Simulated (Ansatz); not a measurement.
ZnS

```
Zn S
1.0
     2.70465    2.70465    5.40930
    -2.70465    2.70465    0.00000
    -2.70465   -2.70465    0.00000
Zn S
2 2
Direct
  0.00000 0.00000 0.00000
  0.50000 0.50000 0.00000
  0.25000 0.50000 0.28697
  0.75000 0.00000 0.28697
```

Space group Cm; changed on purpose from its base cell (atom 2 (S) moved by (-0.100, -0.100) A along x and y); not relaxed (largest force 0.9 eV/Å); computed pressure about 2 GPa in this cell.

Level of theory: DFT PBE, scalar-relativistic, plane waves, PAW in Ansatz.

### What will maps of the valence pseudo-density and electron localisation function show?

Zn–S (2.23 Å): ρ at the midpoint is about 0.62 e/Å³; the ELF peaks at about 0.90 in the valence shell of S, 0.8 Å from its nucleus, and is about 0.60 at the midpoint.
Zn–S (2.46 Å): ρ at the midpoint is about 0.41 e/Å³; the ELF peaks at about 0.90 in the valence shell of S, 0.8 Å from its nucleus, and is about 0.55 at the midpoint.

### Does the calculation give a band gap?

It is gapped, with a Kohn–Sham gap of 2.0 eV on the k-point mesh (the band edges may lie off the mesh, which would make the gap smaller).

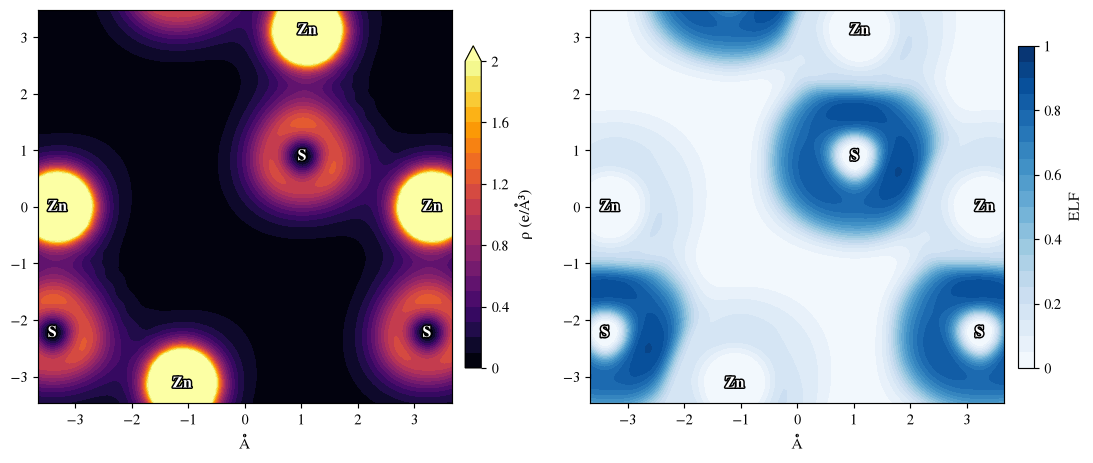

Computed valence pseudo-density and electron localisation function on the (010) plane of the conventional cell, in this order. 
